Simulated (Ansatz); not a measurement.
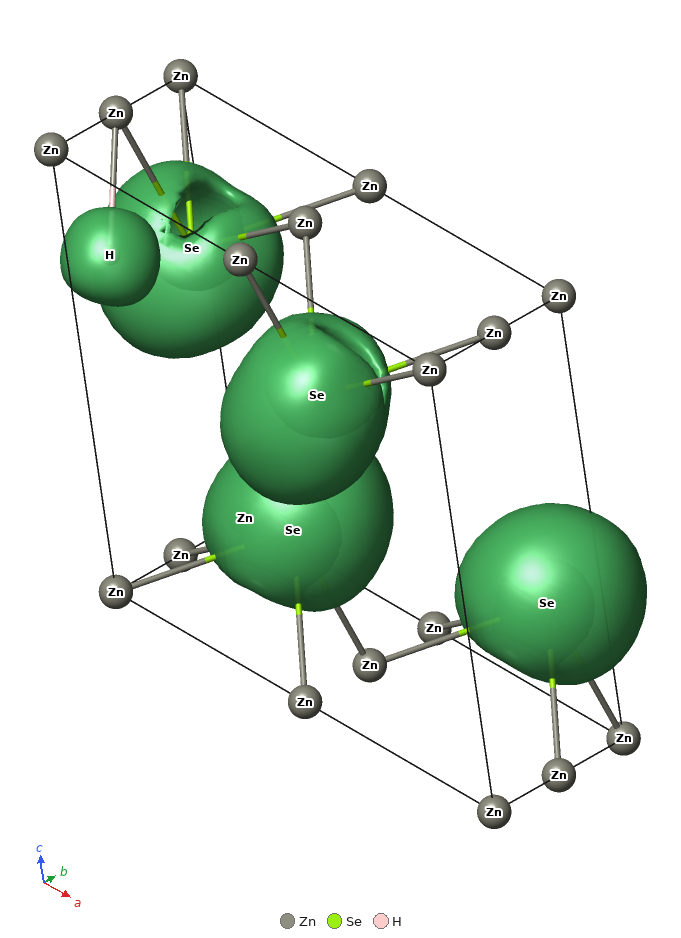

*Zn4HSe4 (cell charge +1, with a compensating background) (distorted or defective cell). Isosurface of the electron localisation function at 0.7 (green), seen slightly off an axis. Only the valence region is drawn (cores and ρ < 0.01 e/Å³ removed). Sticks mark near contacts.*

A point of a scan over the structure, not its minimum; not relaxed (largest force 1.0 eV/Å); PAW files of the earlier set (soft_1).

Method: Ansatz, DFT PBEsol, scalar-relativistic, plane waves, PAW.

Core electrons are frozen (PAW), and the valence fields are smoothed inside the atomic spheres.

Where are the electrons localised?

The ELF exceeds this value in one region around a hydrogen nucleus and four regions wrapped around Se (the valence shell of each), counted in one cell of 9 atoms. Regions shared between cells count once. Along the contacts the grid gives the following. Zn–H (1.94 Å): the ELF climbs to about 1 towards the hydrogen. Zn–Se (2.50 Å): the ELF is about 0.55 at the midpoint.
